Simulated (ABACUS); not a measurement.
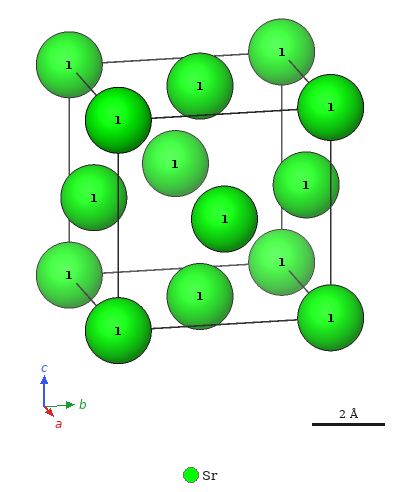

Fig. 1: The structure as given in the input (spheres-only view of the cell 4 times as large as that of the calculation, set on its symmetry axes, seen slightly off an axis; atoms are numbered from 1 in the order of the input).

## Run report: Sr, band-structure run (part 1 of 2)

Sr (Fm-3m, 1 atom in the cell), computed with Kohn-Sham DFT of a periodic cell, PBE, spin-orbit coupling, PseudoDojo NC FR 0.4 PBE standard, no spin polarisation (ABACUS 3.10.1).

The structure derives from an entry of the Crystallography Open Database.

## The input
```python
"""ABACUS run from a structure file: ASE reads it, the script writes STRU, KPT and INPUT."""
import re
import subprocess
from ase.io import read
from ase.units import Bohr

atoms = read("Sr.cif")
atoms = atoms[(-atoms.numbers).argsort(kind="stable")]  # ABACUS lists atoms element by element
pseudo = {'Sr': 'Sr.upf'}
orbital = {'Sr': 'Sr_confined-atom_9au_3s2p2d.orb'}
magmoms = None
kmesh = [5, 5, 5]
params = {
    'suffix': 'Sr',
    'calculation': 'scf',
    'basis_type': 'lcao',
    'pseudo_dir': './',
    'orbital_dir': './',
    'symmetry': 0,
    'dft_functional': 'pbe',
    'ecutwfc': 100,
    'pseudo_rcut': 10,
    'nspin': 4,
    'nbands': 30,
    'ks_solver': 'genelpa',
    'smearing_method': 'fd',
    'smearing_sigma': 0.00367493,
    'scf_thr': 1e-07,
    'scf_nmax': 100,
    'mixing_type': 'broyden',
    'mixing_beta': 0.4,
    'cal_force': 1,
    'cal_stress': 1,
    'noncolin': 0,
    'lspinorb': 1,
    'out_mul': 1,
    'out_chg': 1,
}

symbols = atoms.get_chemical_symbols()
elements = list(dict.fromkeys(symbols))
lines = ["ATOMIC_SPECIES"] + [f"{e} {atoms.get_masses()[symbols.index(e)]:.4f} {pseudo[e]}" for e in elements]
if orbital:
    lines += ["", "NUMERICAL_ORBITAL"] + [orbital[e] for e in elements]
lines += ["", "LATTICE_CONSTANT", f"{1 / Bohr:.10f}", "", "LATTICE_VECTORS"]
lines += [" ".join(f"{x:.10f}" for x in v) for v in atoms.cell]
lines += ["", "ATOMIC_POSITIONS", "Direct"]
for e in elements:
    lines += ["", e, "0.0", str(symbols.count(e))]
    for i, p in enumerate(atoms.get_scaled_positions(wrap=False)):
        if symbols[i] == e:
            mag = "" if magmoms is None else " mag " + " ".join(str(x) for x in (magmoms[i] if isinstance(magmoms[i], list) else [magmoms[i]]))
            lines.append(" ".join(f"{x:.10f}" for x in p) + " 1 1 1" + mag)
open("STRU", "w").write("\n".join(lines) + "\n")
open("KPT", "w").write("K_POINTS\n0\nGamma\n%d %d %d 0 0 0\n" % tuple(kmesh))
open("INPUT", "w").write("INPUT_PARAMETERS\n" + "".join(f"{k:<20s}{v}\n" for k, v in params.items()))

done = subprocess.run(['mpirun', '-np', '4', 'abacus'])
if done.returncode:
    raise SystemExit(done.returncode)
log = open("OUT.Sr/running_scf.log").read()
print("final energy (eV):", re.findall(r"FINAL_ETOT_IS (\S+)", log))
```

## File Sr.cif
```
data_Sr
_cell_length_a 4.30253263
_cell_length_b 4.30253263
_cell_length_c 4.30253263
_cell_angle_alpha 60.00000000
_cell_angle_beta 60.00000000
_cell_angle_gamma 60.00000000
_space_group_name_H-M_alt 'P1'
_space_group_name_Hall 'P 1'
_space_group_IT_number 1
loop_
_space_group_symop_operation_xyz
'x,y,z'
loop_
_atom_site_label
_atom_site_type_symbol
_atom_site_symmetry_multiplicity
_atom_site_Wyckoff_symbol
_atom_site_fract_x
_atom_site_fract_y
_atom_site_fract_z
_atom_site_occupancy
Sr1 Sr 1 a 0.0000000000 0.0000000000 0.0000000000 1
```

## File INPUT
```
INPUT_PARAMETERS
suffix              Sr
calculation         scf
basis_type          lcao
pseudo_dir          ./
orbital_dir         ./
symmetry            0
dft_functional      pbe
ecutwfc             100
pseudo_rcut         10
nspin               4
nbands              30
ks_solver           genelpa
smearing_method     fd
smearing_sigma      0.00367493
scf_thr             1e-07
scf_nmax            100
mixing_type         broyden
mixing_beta         0.4
cal_force           1
cal_stress          1
noncolin            0
lspinorb            1
out_mul             1
out_chg             1
```

## File STRU
```
ATOMIC_SPECIES
Sr 87.6200 Sr.upf

NUMERICAL_ORBITAL
Sr_confined-atom_9au_3s2p2d.orb

LATTICE_CONSTANT
1.8897261258

LATTICE_VECTORS
4.3025326300 0.0000000000 0.0000000000
2.1512663150 3.7261025582 0.0000000000
2.1512663150 1.2420341861 3.5130031817

ATOMIC_POSITIONS
Direct

Sr
0.0
1
0.0000000000 0.0000000000 0.0000000000 1 1 1
```

## File KPT
```
K_POINTS
0
Gamma
5 5 5 0 0 0
```

Run on 4 threads of Intel Xeon (Sapphire Rapids), 16 GiB of memory available, shared host.

Command:
```bash
OMP_NUM_THREADS=1 python run_abacus.py > log
```

## Log
```
ABACUS v3.10.1

               Atomic-orbital Based Ab-initio Computation at UStc

 ------------------------------------------------------------------------------------

 READING GENERAL INFORMATION
                           global_out_dir = OUT.Sr/
                           global_in_card = INPUT
                               pseudo_dir = ./
                              orbital_dir = ./
                                    DSIZE = 4
                                    GSIZE = 1

 READING UNITCELL INFORMATION
                                    ntype = 1
                  lattice constant (Bohr) = 1.88973
              lattice constant (Angstrom) = 1

 READING ATOM TYPE 1
                               atom label = Sr
                      L=0, number of zeta = 3
                      L=1, number of zeta = 2
                      L=2, number of zeta = 2
             number of atom for this type = 1
               magnetization of element 1 = [ 0, 0, 0 ]

                        TOTAL ATOM NUMBER = 1
DIRECT COORDINATES
    atom                   x                   y                   z     mag                  vx                  vy                  vz
taud_Sr1            0.0000000000        0.0000000000        0.0000000000  0.0000        0.0000000000        0.0000000000        0.0000000000

                          Volume (Bohr^3) = 380.062
                             Volume (A^3) = 56.3193

 Lattice vectors: (Cartesian coordinate: in unit of a_0)
             +4.30253                  +0                  +0
             +2.15127             +3.7261                  +0
             +2.15127            +1.24203              +3.513
 Reciprocal vectors: (Cartesian coordinate: in unit of 2 pi/a_0)
            +0.232421           -0.134188          -0.0948856
                   -0           +0.268377          -0.0948856
                   +0                  -0           +0.284657
 The esolver type has been set to : ksdft_lcao

                PAO radial cut off (Bohr) = 10

 Read in pseudopotential file is Sr.upf
                     pseudopotential type = NC
          exchange-correlation functional = PBE
                 nonlocal core correction = 1
                        valence electrons = 10
                                     lmax = 2
                           number of zeta = 4
                     number of projectors = 10
                           L of projector = 0
                           L of projector = 0
                           L of projector = 1
                           L of projector = 1
                           L of projector = 1
                           L of projector = 1
                           L of projector = 2
                           L of projector = 2
                           L of projector = 2
                           L of projector = 2
     initial pseudo atomic orbital number = 10

 SETUP THE ELECTRONS NUMBER
            electron number of element Sr = 10
      total electron number of element Sr = 10
            AUTOSET number of electrons:  = 10
                           occupied bands = 10
                                   NLOCAL = 38
                                   NBANDS = 30
                                   NBANDS = 30
                                   NLOCAL = 38

%%%%%%%%%%%%%%%%%%%%%%%%%%%%%%%%%%%%%%%%%%%%%%%%%%%%%%%%%%%%%%%%%%%%%%%%%%%%%%%%%%%%%%%%%%%%%%%%%%%%%%%%%%
 Warning: the number of valence electrons in pseudopotential > 2 for Sr: [Kr] 5s2
 Pseudopotentials with additional electrons can yield (more) accurate outcomes, but may be less efficient.
 If you're confident that your chosen pseudopotential is appropriate, you can safely ignore this warning.
%%%%%%%%%%%%%%%%%%%%%%%%%%%%%%%%%%%%%%%%%%%%%%%%%%%%%%%%%%%%%%%%%%%%%%%%%%%%%%%%%%%%%%%%%%%%%%%%%%%%%%%%%%

 SETUP THE PLANE WAVE BASIS
 energy cutoff for charge/potential (unit:Ry) = 400
            fft grid for charge/potential = [ 54, 54, 54 ]
                        fft grid division = [ 2, 2, 2 ]
        big fft grid for charge/potential = [ 27, 27, 27 ]
                                     nbxx = 5103
                                     nrxx = 40824

 SETUP PLANE WAVES FOR CHARGE/POTENTIAL
                    number of plane waves = 51445
                         number of sticks = 1813

 PARALLEL PW FOR CHARGE/POTENTIAL
     PROC   COLUMNS(POT)             PW
        1            454          12864
        2            453          12860
        3            453          12861
        4            453          12860
 --------------- sum -------------------
        4           1813          51445
                            number of |g| = 449
                                  max |g| = 36.1661
                                  min |g| = 0.0810295

----------- Double Check Mixing Parameters Begin ------------
mixing_type: broyden
mixing_beta: 0.4
mixing_gg0: 1
mixing_gg0_min: 0.1
mixing_beta_mag: 1.6
mixing_gg0_mag: 0
mixing_ndim: 8
----------- Double Check Mixing Parameters End ------------

 SETUP K-POINTS
                                    nspin = 4
                   Input type of k points = Monkhorst-Pack(Gamma)
                                   nkstot = 125
K-POINTS DIRECT COORDINATES
 KPOINTS    DIRECT_X    DIRECT_Y    DIRECT_Z  WEIGHT
       1  0.00000000  0.00000000  0.00000000  0.0080
       2  0.20000000  0.00000000  0.00000000  0.0080
       3  0.40000000  0.00000000  0.00000000  0.0080
       4  0.60000000  0.00000000  0.00000000  0.0080
       5  0.80000000  0.00000000  0.00000000  0.0080
       6  0.00000000  0.20000000  0.00000000  0.0080
       7  0.20000000  0.20000000  0.00000000  0.0080
       8  0.40000000  0.20000000  0.00000000  0.0080
       9  0.60000000  0.20000000  0.00000000  0.0080
      10  0.80000000  0.20000000  0.00000000  0.0080
      11  0.00000000  0.40000000  0.00000000  0.0080
      12  0.20000000  0.40000000  0.00000000  0.0080
      13  0.40000000  0.40000000  0.00000000  0.0080
      14  0.60000000  0.40000000  0.00000000  0.0080
      15  0.80000000  0.40000000  0.00000000  0.0080
      16  0.00000000  0.60000000  0.00000000  0.0080
      17  0.20000000  0.60000000  0.00000000  0.0080
      18  0.40000000  0.60000000  0.00000000  0.0080
      19  0.60000000  0.60000000  0.00000000  0.0080
      20  0.80000000  0.60000000  0.00000000  0.0080
      21  0.00000000  0.80000000  0.00000000  0.0080
      22  0.20000000  0.80000000  0.00000000  0.0080
      23  0.40000000  0.80000000  0.00000000  0.0080
      24  0.60000000  0.80000000  0.00000000  0.0080
      25  0.80000000  0.80000000  0.00000000  0.0080
      26  0.00000000  0.00000000  0.20000000  0.0080
      27  0.20000000  0.00000000  0.20000000  0.0080
      28  0.40000000  0.00000000  0.20000000  0.0080
      29  0.60000000  0.00000000  0.20000000  0.0080
      30  0.80000000  0.00000000  0.20000000  0.0080
[... 95 further k points ...]

           k-point number in this process = 125
       minimum distributed K point number = 125

[... K-POINTS CARTESIAN COORDINATES: 125 rows ...]

[... K-POINTS DIRECT COORDINATES: 125 rows ...]

 SETUP PLANE WAVES FOR WAVE FUNCTIONS
     energy cutoff for wavefunc (unit:Ry) = 100
              fft grid for wave functions = [ 54, 54, 54 ]
                    number of plane waves = 8363
                         number of sticks = 547

 PARALLEL PW FOR WAVE FUNCTIONS
     PROC   COLUMNS(POT)             PW
        1            136           2090
        2            137           2091
        3            137           2091
        4            137           2091
 --------------- sum -------------------
        4            547           8363

 SET NONLOCAL PSEUDOPOTENTIAL PROJECTORS
 max number of nonlocal projetors among all species is 10

 -------------------------------------------
 SELF-CONSISTENT
 -------------------------------------------

 SETUP SEARCHING RADIUS FOR PROGRAM TO SEARCH ADJACENT ATOMS
                  longest orb rcut (Bohr) = 9
   longest nonlocal projector rcut (Bohr) = 1.7
                     search radius (Bohr) = 21.4
              searching radius is (Bohr)) = 21.4
         searching radius unit is (Bohr)) = 1.89
                         PeriodicBoundary = 1
                        Radius(unit:lat0) = 11.3
                                   glayer = [ 5, 5, 5 ]
                             glayer_minus = [ 4, 4, 4 ]

Find the coordinate range of the input atom(unit:lat0).
                                  min_tau = [ -34.4, -19.9, -14.1 ]
                                  max_tau = [ 34.4, 19.9, 14.1 ]
                                BoxNumber = [ 9, 9, 9 ]

 SETUP EXTENDED REAL SPACE GRID FOR GRID INTEGRATION
                          real space grid = [ 54, 54, 54 ]
                 big cell numbers in grid = [ 27, 27, 27 ]
             meshcell numbers in big cell = [ 2, 2, 2 ]
                        extended fft grid = [ 37, 37, 37 ]
                dimension of extened grid = [ 102, 102, 102 ]
                            UnitCellTotal = 125
              Atom number in sub-FFT-grid = 1
    Local orbitals number in sub-FFT-grid = 38
                                ParaV.nnr = 22000
                                 init_chg = atomic

 LCAO ALGORITHM --------------- ION=   1  ELEC=   1--------------------------------
total magnetism (Bohr mag/cell)	1.07738e-16	-4.17509e-17	-3.62267e-16
       absolute magnetism (Bohr mag/cell) = 9.73272e-16

 Density error is 0.0175830149424
----------------------------------------------------------
     Energy           Rydberg                 eV
----------------------------------------------------------
 E_KohnSham     -68.4646696005       -931.5096182539
 E_Harris       -68.5152757188       -932.1981498169
 E_Fermi        0.3644284467         4.9583033882
----------------------------------------------------------

 LCAO ALGORITHM --------------- ION=   1  ELEC=   2--------------------------------
total magnetism (Bohr mag/cell)	3.16138e-17	5.27825e-17	-5.34326e-16
       absolute magnetism (Bohr mag/cell) = 9.87194e-16

 Density error is 0.0115286831482
----------------------------------------------------------
     Energy           Rydberg                 eV
----------------------------------------------------------
 E_KohnSham     -68.4647847809       -931.5111853637
 E_Harris       -68.4960144736       -931.9360871313
 E_Fermi        0.3641638806         4.9547037819
----------------------------------------------------------

 LCAO ALGORITHM --------------- ION=   1  ELEC=   3--------------------------------
total magnetism (Bohr mag/cell)	1.81799e-16	-1.39137e-16	5.04595e-17
       absolute magnetism (Bohr mag/cell) = 9.82062e-16

 Density error is 0.00154120515034
----------------------------------------------------------
     Energy           Rydberg                 eV
----------------------------------------------------------
 E_KohnSham     -68.4647932406       -931.5113004643
 E_Harris       -68.4646605305       -931.5094948508
 E_Fermi        0.3638967131         4.9510687812
----------------------------------------------------------

 LCAO ALGORITHM --------------- ION=   1  ELEC=   4--------------------------------
total magnetism (Bohr mag/cell)	-1.84072e-16	-5.03817e-17	-7.71574e-17
       absolute magnetism (Bohr mag/cell) = 1.10557e-15

 Density error is 0.000213177636125
----------------------------------------------------------
     Energy           Rydberg                 eV
----------------------------------------------------------
 E_KohnSham     -68.4647932902       -931.5113011394
 E_Harris       -68.4664257987       -931.5335125569
 E_Fermi        0.3639007959         4.9511243305
----------------------------------------------------------

 LCAO ALGORITHM --------------- ION=   1  ELEC=   5--------------------------------
total magnetism (Bohr mag/cell)	5.20692e-17	-1.71698e-16	-1.46915e-16
       absolute magnetism (Bohr mag/cell) = 9.51429e-16

 Density error is 0.000215339720941
----------------------------------------------------------
     Energy           Rydberg                 eV
----------------------------------------------------------
 E_KohnSham     -68.4647933163       -931.5113014935
 E_Harris       -68.4636606071       -931.4958901940
 E_Fermi        0.3638758695         4.9507851895
----------------------------------------------------------

 LCAO ALGORITHM --------------- ION=   1  ELEC=   6--------------------------------
total magnetism (Bohr mag/cell)	-9.1285e-17	-1.80977e-17	-1.63535e-17
       absolute magnetism (Bohr mag/cell) = 7.51945e-16

 Density error is 1.55317748523e-05
----------------------------------------------------------
     Energy           Rydberg                 eV
```
